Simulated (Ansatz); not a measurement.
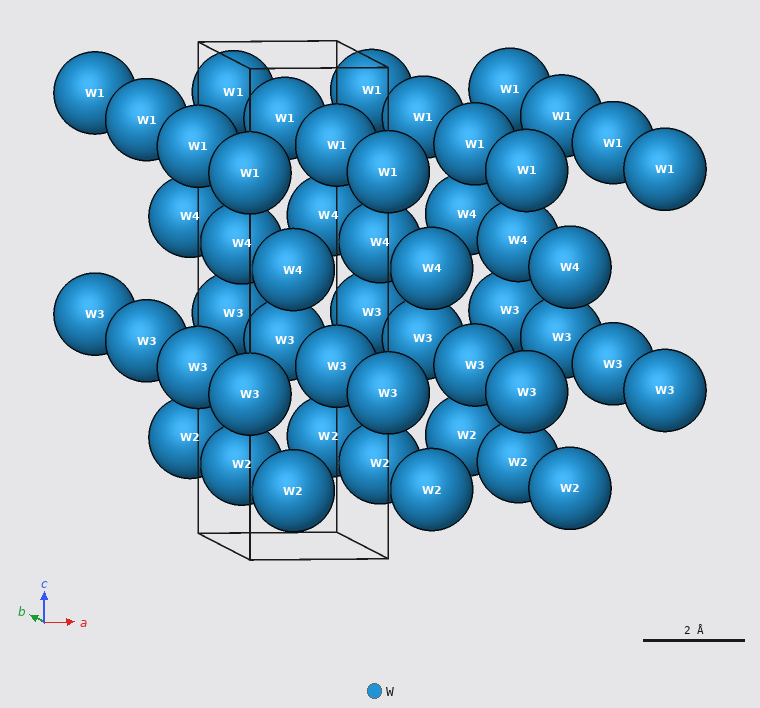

Fig. 1: The input geometry of the first run (spheres-only view of the cell of the calculation, repeated 3 × 3 × 1, seen slightly off an axis; atoms are numbered from 1 in the order of the input). An atom can appear more than once, as a periodic image.

## Two runs on W

System: W (Cmme, 4 atoms in the cell).
Method of the first run: DFT PBEsol, scalar-relativistic, plane waves, PAW, no spin polarisation (Ansatz 0.2.0).

The structure derives from an entry of the Crystallography Open Database. Text and figures count atoms from 1; the logs count them from 0 in places.

## Input, the first run
```yaml
crystal:
  lattice:
    - [-1.5973, 1.5973, -1.5973]
    - [-1.5973, -1.5973, 1.5973]
    - [0.0, 7.0963067812, 7.0963067812]
  atoms:
    - { symbol: W, position: [0.0, 0.0, 0.7878112055] }
    - { symbol: W, position: [0.5, 0.5, 0.1125444579] }
    - { symbol: W, position: [0.0, 0.0, 0.3376333738] }
    - { symbol: W, position: [0.5, 0.5, 0.5627222897] }
basis:
  ecutwfc: 420
kpoints:
  mp_grid: { grid: [18, 18, 5] }
hamiltonian:
  xc: pbesol
scf:
  occupations: { method: gaussian, width: 0.15 }
output:
  forces: true
  stress: true
  eigenvalues: true
```

Command:
```bash
ansatz run input.yaml --threads 2 --pin off --max-ram 5120MiB --backend cpu --events-out ev --progress --plain --runs-dir out
```

Hardware: 2 threads of Arm Neoverse V1, 24 GiB of memory available, shared host.

## Output, shortened to warnings, some set-up lines, iterations and results (the first run)
```
Basis set: ecut = 420 eV, 1447 PW (Γ), exchange–correlation on 40×40×144 points (8 copies of the dense FFT grid, shifted against one another)
Symmetry: 8 space group operations
k-points: 273 of 1620
Initial density: superposition of atomic densities (neutral atoms: chi_scale 0, normalization atom), corrected by the library's trained network
[...]
SCF iter   1: F=—  HF=-41024.299207 eV  |F-HF|=—  |Δ(HF+E_count)|=         —  Δρ=4.63e-3  dr2=1.80e-2  ethr=1.77e-3  ⟨swp⟩=4.6  Hψ=35744  notcnv=0
SCF iter   2: F=—  HF=-41024.297283 eV  |F-HF|=—  |Δ(HF+E_count)|=   1.92e-3  Δρ=2.64e-3  dr2=5.41e-3  ethr=3.22e-5  ⟨swp⟩=1.1  Hψ=11488  notcnv=0
SCF iter   3: F=—  HF=-41024.296513 eV  |F-HF|=—  |Δ(HF+E_count)|=   7.70e-4  Δρ=3.02e-4  dr2=1.61e-4  ethr=9.66e-6  ⟨swp⟩=2.0  Hψ=11603  notcnv=0
SCF iter   4: F=—  HF=-41024.296502 eV  |F-HF|=—  |Δ(HF+E_count)|=   1.08e-5  Δρ=6.51e-5  dr2=4.62e-6  ethr=2.88e-7  ⟨swp⟩=2.1  Hψ=11259  notcnv=0
SCF iter   5: F=—  HF=-41024.296502 eV  |F-HF|=—  |Δ(HF+E_count)|=   6.63e-7  Δρ=1.27e-5  dr2=6.91e-7  ethr=8.25e-9  ⟨swp⟩=2.0  Hψ=12402  notcnv=0
SCF iter   6: F=-41024.296502 eV  HF=-41024.296502 eV  |F-HF|=4.05e-8  |Δ(HF+E_count)|=   5.53e-8  Δρ=3.27e-6  dr2=4.63e-8  ethr=1.79e-10  ⟨swp⟩=6.9  Hψ=37850  notcnv=0
SCF 1 converged in 6 iterations: F = -41024.296502 eV  dr2 = 4.63e-8
SCF converged after 6 iterations
Free energy (F): -41024.296502 eV
Harris-Foulkes:  -41024.296502 eV  (|F-HF|=4.05e-8)
Internal energy: -41024.267700 eV  (E = F + TS)
E sigma→0 (E₀):  -41024.282101 eV
Entropy (-TS):   -0.028801 eV (-7.200 meV/atom)
Fermi energy:    19.157078 eV
--- Per-component energies (eV) ---
  E_band       = -511.011985
  E_kinetic    = 1785.967778
  E_local      = -3382.638992  (includes V_loc(G=0)·N_el)
  E_nonlocal   = 12.758310
  E_hartree    = 1263.268538
  E_xc         = -1054.388690
  E_vxc        = -946.104706  (∫ρ·V_xc dr)
  E_paw        = -33743.380803  (= ΣΔE_a)
  E_vpaw       = -507.539992  (= ΣTr[D̂ρ^β])
  E_aug_tail   = -0.000263  (compensation charges beyond the density's cutoff)
  E_ewald      = -5906.740748
  E_core_change = 0.887169  (= ΣΔE_core)
  E_smearing   = -0.028801  (= −TS)
  E_closure    = -0.000000  (closes the sum)
  Σ components = -41024.296502   (vs F -41024.296502, Δ=0.00e0)
--- Forces (eV/Å), atoms counted from 1 ---
  atom   1  W      0.00000000     0.60289696     0.60289696
  atom   2  W      0.00000000    -0.60289696    -0.60289696
  atom   3  W      0.00000000    -0.28749175    -0.28749175
  atom   4  W      0.00000000     0.28749175     0.28749175
  max |Σ_I F_I| component: 0.00e0 eV/Å
--- Stress (GPa, compression-positive) ---
      -18.924583       0.000000       0.000000
        0.000000     -21.498014      -3.590385
        0.000000      -3.590385     -21.498014
  P = ⅓ Tr σ = -20.6402 GPa (-206.402 kbar)
```

For the second run the input was changed thus:
```diff
-    - [0.0, 7.0963067812, 7.0963067812]
+    - [0.0, 6.7427533906, 6.7427533906]
-    - { symbol: W, position: [0.0, 0.0, 0.7878112055] }
-    - { symbol: W, position: [0.5, 0.5, 0.1125444579] }
-    - { symbol: W, position: [0.0, 0.0, 0.3376333738] }
-    - { symbol: W, position: [0.5, 0.5, 0.5627222897] }
+    - { symbol: W, position: [0.0, 0.0, 0.8291197492] }
+    - { symbol: W, position: [0.5, 0.5, 0.1184456785] }
+    - { symbol: W, position: [0.0, 0.0, 0.3553370354] }
+    - { symbol: W, position: [0.5, 0.5, 0.5922283923] }
```

What does this change do to the results?

With the same functional and potentials, the second run lies 261.2 meV per atom lower. The pressure goes from −20.64 to −19.67 GPa. The largest force goes from 0.853 to 1.478 eV/Å. The volume per atom goes from 18.11 to 17.20 Å³. The number of SCF iterations is the same. The plane waves at Γ go from 1447 to 1369.

## Output, shortened to warnings, some set-up lines, iterations and results (the second run)
```
Basis set: ecut = 420 eV, 1369 PW (Γ), exchange–correlation on 40×40×128 points (8 copies of the dense FFT grid, shifted against one another)
Symmetry: 8 space group operations
k-points: 273 of 1620
Initial density: superposition of atomic densities (neutral atoms: chi_scale 0, normalization atom), corrected by the library's trained network
[...]
SCF iter   1: F=—  HF=-41025.344571 eV  |F-HF|=—  |Δ(HF+E_count)|=         —  Δρ=4.11e-3  dr2=5.87e-2  ethr=1.77e-3  ⟨swp⟩=4.6  Hψ=35409  notcnv=0
SCF iter   2: F=—  HF=-41025.342284 eV  |F-HF|=—  |Δ(HF+E_count)|=   2.29e-3  Δρ=2.30e-3  dr2=2.11e-2  ethr=1.05e-4  ⟨swp⟩=1.0  Hψ=11466  notcnv=0
SCF iter   3: F=—  HF=-41025.341182 eV  |F-HF|=—  |Δ(HF+E_count)|=   1.10e-3  Δρ=3.11e-4  dr2=2.37e-4  ethr=3.77e-5  ⟨swp⟩=1.6  Hψ=9402  notcnv=0
SCF iter   4: F=—  HF=-41025.341138 eV  |F-HF|=—  |Δ(HF+E_count)|=   4.36e-5  Δρ=7.49e-5  dr2=3.39e-5  ethr=4.23e-7  ⟨swp⟩=2.0  Hψ=11789  notcnv=0
SCF iter   5: F=—  HF=-41025.341125 eV  |F-HF|=—  |Δ(HF+E_count)|=   1.35e-5  Δρ=2.21e-5  dr2=2.91e-7  ethr=6.05e-8  ⟨swp⟩=2.0  Hψ=10734  notcnv=0
SCF iter   6: F=-41025.341125 eV  HF=-41025.341125 eV  |F-HF|=1.03e-8  |Δ(HF+E_count)|=   5.17e-8  Δρ=3.81e-6  dr2=1.54e-8  ethr=1.79e-10  ⟨swp⟩=8.0  Hψ=39422  notcnv=0
SCF 1 converged in 6 iterations: F = -41025.341125 eV  dr2 = 1.54e-8
SCF converged after 6 iterations
Free energy (F): -41025.341125 eV
Harris-Foulkes:  -41025.341125 eV  (|F-HF|=1.03e-8)
Internal energy: -41025.318661 eV  (E = F + TS)
E sigma→0 (E₀):  -41025.329893 eV
Entropy (-TS):   -0.022464 eV (-5.616 meV/atom)
Fermi energy:    20.411568 eV
--- Per-component energies (eV) ---
  E_band       = -444.802439
  E_kinetic    = 1788.151404
  E_local      = -2789.133600  (includes V_loc(G=0)·N_el)
  E_nonlocal   = 11.633104
  E_hartree    = 1000.028133
  E_xc         = -1055.917790
  E_vxc        = -948.078452  (∫ρ·V_xc dr)
  E_paw        = -33743.246487  (= ΣΔE_a)
  E_vpaw       = -507.429894  (= ΣTr[D̂ρ^β])
  E_aug_tail   = -0.000260  (compensation charges beyond the density's cutoff)
  E_ewald      = -6237.720333
  E_core_change = 0.887169  (= ΣΔE_core)
  E_smearing   = -0.022464  (= −TS)
  E_closure    = 0.000000  (closes the sum)
  Σ components = -41025.341125   (vs F -41025.341125, Δ=0.00e0)
--- Forces (eV/Å), atoms counted from 1 ---
  atom   1  W      0.00000000     1.04518604     1.04518604
  atom   2  W      0.00000000    -1.04518604    -1.04518604
  atom   3  W      0.00000000    -0.13527261    -0.13527261
  atom   4  W      0.00000000     0.13527261     0.13527261
  max |Σ_I F_I| component: 2.78e-17 eV/Å
--- Stress (GPa, compression-positive) ---
      -17.010911       0.000000       0.000000
        0.000000     -21.003975      -3.912779
        0.000000      -3.912779     -21.003975
  P = ⅓ Tr σ = -19.6730 GPa (-196.730 kbar)
```

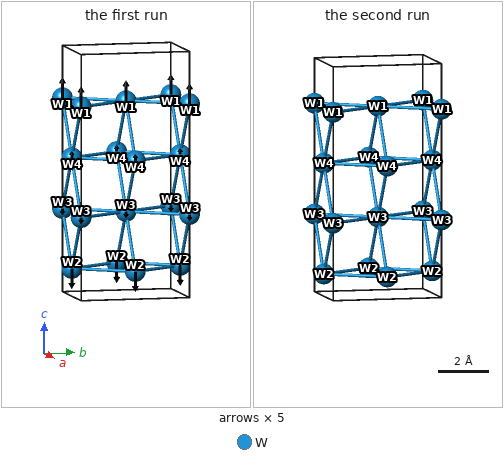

Fig. 2: The two input geometries at one scale (ball-and-stick view of the cell 2 times as large as that of the calculation, set on its symmetry axes, seen slightly off an axis). The black arrows on the first give the shifts of the atoms relative to the cell, with their mean removed, magnified 5 times. The largest moves relative to the cell, 0.17 Å, are those of W1 and W2. (The mean shift of all atoms is removed.) The drawn cell changes as follows: a stays at 3.195 Å, b stays at 4.518 Å, c 10.036 → 9.536 Å (−5.0 %); the volume changes by −5.0 %.

## The two runs side by side

```tsv
quantity	the first run	the second run
outcome	converged	converged
free energy per atom (eV)	−10256.0741	−10256.3353
energy per atom, smearing taken to zero (eV)	−10256.0705	−10256.3325
gap on the mesh (eV)	0.00	0.00
pressure (GPa)	−20.64	−19.67
volume per atom (Å³)	18.11	17.20
largest force (eV/Å)	0.853	1.478
SCF iterations	6	6
irreducible k-points	273	273
plane waves at Γ	1447	1369
wall time (shared host)	17 s	15 s
```

For both runs: Spin–orbit coupling is left out, which matters for W. For the first run: The cell is under a tension of 21 GPa at this level, so it is not at its equilibrium volume. For the second run: The cell is under a tension of 19.7 GPa at this level, so it is not at its equilibrium volume.
